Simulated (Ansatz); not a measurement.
## Energy of Sc along an even scaling of the cell

System: Sc (2 atoms in the cell).
Method: DFT, BLYP, plane waves (420 eV) with PAW, scalar-relativistic, no spin polarisation (Ansatz 0.2.0).

The 5 runs differ only in the geometry, by an even scaling of the cell at fixed fractional positions.

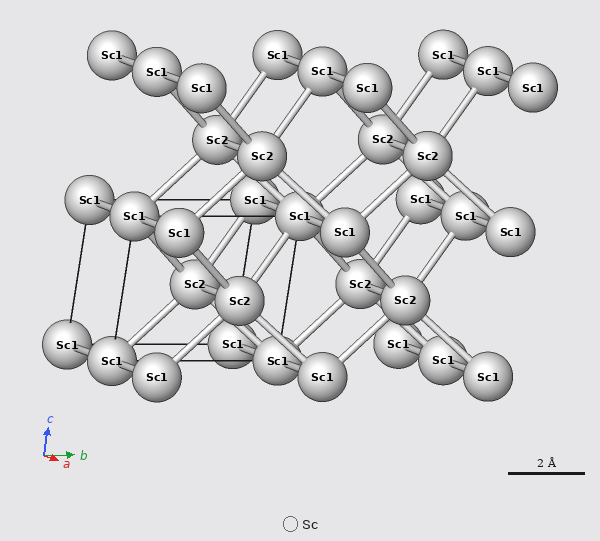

Figure 1. The structure of run 3 (ball-and-stick view of the reduced cell, repeated 2 × 2 × 2, seen slightly off an axis; atoms are numbered from 1 in the order of the input).

## Input of run 3
```yaml
crystal:
  lattice:
    - [-2.885171254, 2.8849663491, 1.5801418036]
    - [2.8849663491, -2.885171254, 1.5801418036]
    - [2.8849954698, 2.8849954698, -1.5805170873]
  atoms:
    - { symbol: Sc, position: [0.9999983892, 1.6108e-06, 0.0] }
    - { symbol: Sc, position: [0.7500016108, 0.2499983892, 0.5] }
hamiltonian:
  xc: blyp
  pseudopotentials:
    kind: paw
    azcp:
      Sc: "pseudopotentials/Sc.paw.azcp"
basis:
  ecutwfc: 420
  fft_grid_basis: typed
kpoints:
  mp_grid: { grid: [13, 13, 9], shift: [0, 0, 0] }
magnetization:
  spin_polarized: false
scf:
  occupations: { method: fermi_dirac, width: 0.1 }
  lower_state_search: "off"
output:
  stress: true
```

Run 4 differs from it as follows:
```diff
-    - [-2.885171254, 2.8849663491, 1.5801418036]
-    - [2.8849663491, -2.885171254, 1.5801418036]
-    - [2.8849954698, 2.8849954698, -1.5805170873]
+    - [-2.9216962865, 2.9214887876, 1.6001457221]
+    - [2.9214887876, -2.9216962865, 1.6001457221]
+    - [2.921518277, 2.921518277, -1.6005257568]
```

## Results, with one run withheld

```csv
run,volume per atom (Å³),"free energy per atom, from the lowest run given (meV)",pressure (GPa)
1,22.257,52.31,6.65
2,23.268,18.85,4.03
3,26.303,0.00,−1.54
4,27.315,?,?
5,28.327,35.19,−3.89
```

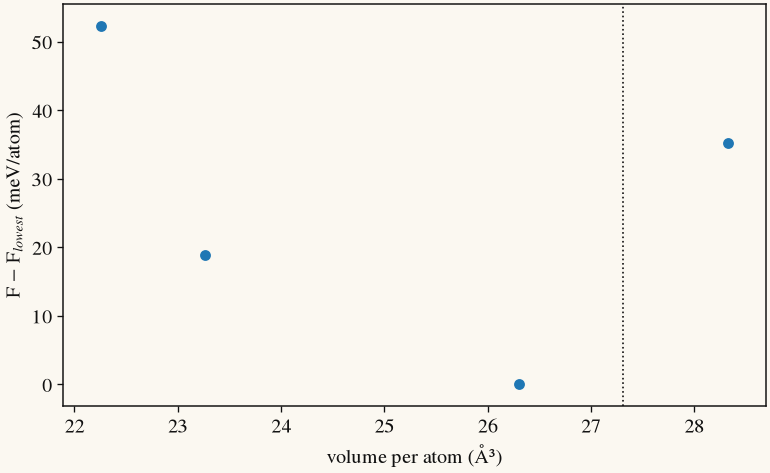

Figure 2. Free energy per atom of the runs given; the dotted line marks run 4.

Fit the runs given and predict run 4.

A quadratic polynomial in V^(−2/3) (the Birch–Murnaghan form), fitted to the 4 runs given, misses them by at most 0.33 meV per atom. With x = V^(−2/3) − 0.11744 Å⁻², it reads F = −4.0774 + 1413.7 x + 5.4934e+05 x² (meV per atom). At run 4 it gives 14.12 meV per atom, and the run itself gives 13.90. The slope of the fit gives a pressure −dF/dV of −2.79 GPa there, and the run prints −2.82 GPa. The fit has its minimum at 25.261 Å³ per atom, where V d²F/dV² gives 41.8 GPa. Cell shape and fractional positions are held, so this is the stiffness under even scaling; the relaxed bulk modulus wasn't computed.

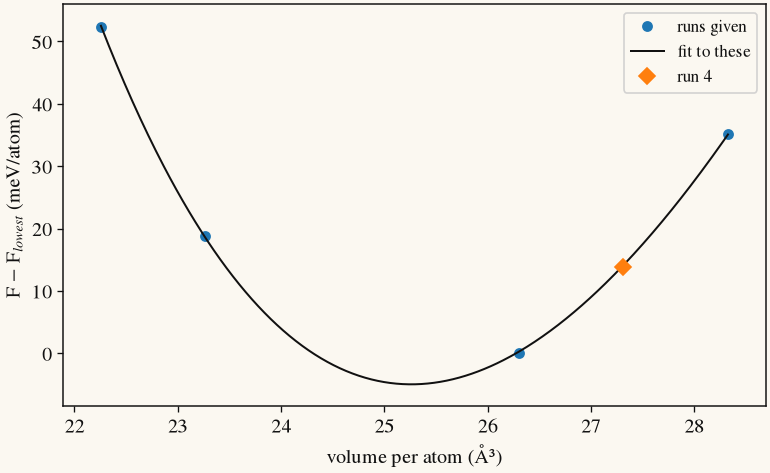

Figure 3. The fit and the withheld run.

## Output, shortened to warnings, some set-up lines, iterations and results (run 4)
```
Basis set: ecut = 420 eV, 1101 PW (Γ), exchange–correlation on 60×60×60 points (8 copies of the dense FFT grid, shifted against one another)
Symmetry: 4 space group operations
k-points: 413 of 1521
Initial density: superposition of atomic densities (neutral atoms: chi_scale 0, normalization atom), corrected by the library's trained network
[...]
SCF iter   1: F=—  HF=-4282.833074 eV  |F-HF|=—  |Δ(HF+E_count)|=         —  Δρ=7.95e-3  dr2=5.09e-2  ethr=1.77e-3  ⟨swp⟩=3.0  Hψ=26233  notcnv=0
SCF iter   2: F=—  HF=-4282.823516 eV  |F-HF|=—  |Δ(HF+E_count)|=   9.56e-3  Δρ=4.01e-3  dr2=1.46e-2  ethr=2.31e-4  ⟨swp⟩=2.0  Hψ=10298  notcnv=0
SCF iter   3: F=—  HF=-4282.820938 eV  |F-HF|=—  |Δ(HF+E_count)|=   2.58e-3  Δρ=9.10e-4  dr2=7.02e-4  ethr=6.63e-5  ⟨swp⟩=2.1  Hψ=7619  notcnv=0
SCF iter   4: F=—  HF=-4282.821030 eV  |F-HF|=—  |Δ(HF+E_count)|=   9.14e-5  Δρ=1.81e-4  dr2=2.03e-5  ethr=3.19e-6  ⟨swp⟩=2.0  Hψ=7547  notcnv=0
SCF iter   5: F=—  HF=-4282.821038 eV  |F-HF|=—  |Δ(HF+E_count)|=   8.02e-6  Δρ=4.97e-5  dr2=1.25e-6  ethr=9.23e-8  ⟨swp⟩=2.0  Hψ=7503  notcnv=0
SCF iter   6: F=-4282.821039 eV  HF=-4282.821039 eV  |F-HF|=8.36e-8  |Δ(HF+E_count)|=   1.59e-6  Δρ=1.09e-5  dr2=5.01e-8  ethr=4.55e-10  ⟨swp⟩=4.0  Hψ=19305  notcnv=0
SCF 1 converged in 6 iterations: F = -4282.821039 eV  dr2 = 5.01e-8
SCF converged after 6 iterations
Free energy (F): -4282.821039 eV
Harris-Foulkes:  -4282.821039 eV  (|F-HF|=8.36e-8)
Internal energy: -4282.665057 eV  (E = F + TS)
E sigma→0 (E₀):  -4282.743048 eV
Entropy (-TS):   -0.155982 eV (-77.991 meV/atom)
Fermi energy:    8.553353 eV
--- Per-component energies (eV) ---
  E_band       = -358.200855
  E_kinetic    = 519.149867
  E_local      = -1810.568458  (includes V_loc(G=0)·N_el)
  E_nonlocal   = 169.299786
  E_hartree    = 623.885216
  E_xc         = -203.338443
  E_vxc        = -251.353609  (∫ρ·V_xc dr)
  E_paw        = -1927.511287  (= ΣΔE_a)
  E_vpaw       = -232.502610  (= ΣTr[D̂ρ^β])
  E_aug_tail   = 0.000020  (compensation charges beyond the density's cutoff)
  E_ewald      = -1653.616830
  E_core_change = 0.035072  (= ΣΔE_core)
  E_smearing   = -0.155982  (= −TS)
  E_closure    = 0.000000  (closes the sum)
  Σ components = -4282.821039   (vs F -4282.821039, Δ=0.00e0)
--- Stress (GPa, compression-positive) ---
       -2.603943      -0.001088       0.000808
       -0.001088      -2.603943       0.000808
        0.000808       0.000808      -3.261351
  P = ⅓ Tr σ = -2.8231 GPa (-28.231 kbar)
```
